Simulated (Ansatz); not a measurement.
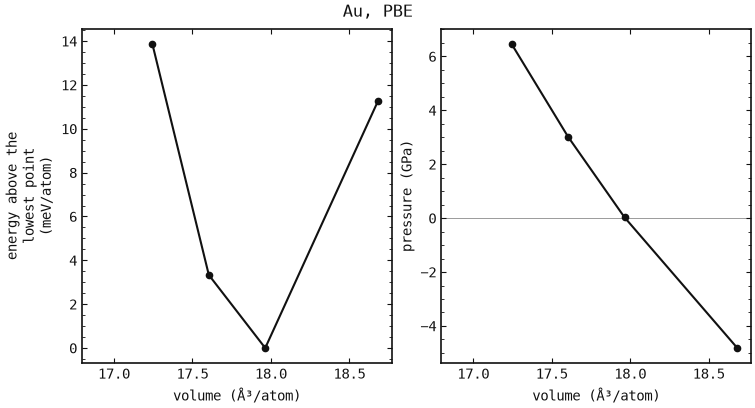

The plot gives the computed energy above the lowest point and pressure against volume for Au, space group Fm-3m (No. 225) (one of a set of cubic test structures, which need not be the stable phase).

Computed with Ansatz 0.2.0 development build: equation of state of a cubic crystal from periodic Kohn-Sham density functional theory without spin, third-order Birch-Murnaghan fit to the free energies; pressure corrected for the finite basis. Level: PBE, no spin-orbit coupling.

- structure type: fcc
- atoms in cell: 1
- space group number: 225
- lattice centring: face-centred primitive
- k mesh: 23×23×23
- occupation method: Fermi–Dirac
- occupation width: 0.06123 eV
- wave cutoff: 700 eV
- datasets: soft-1 PAW
- density tolerance: 1e−09 eV
- bands: 14
- density cutoff ratio: 4
- search for lower states: default

The point at volume 16.89 Å³/atom is left out of the plot. What does the calculation give there?

```tsv
volume (Å³/atom)	energy above the lowest point (meV/atom)	pressure (GPa)
16.89	32.7	10.4
```
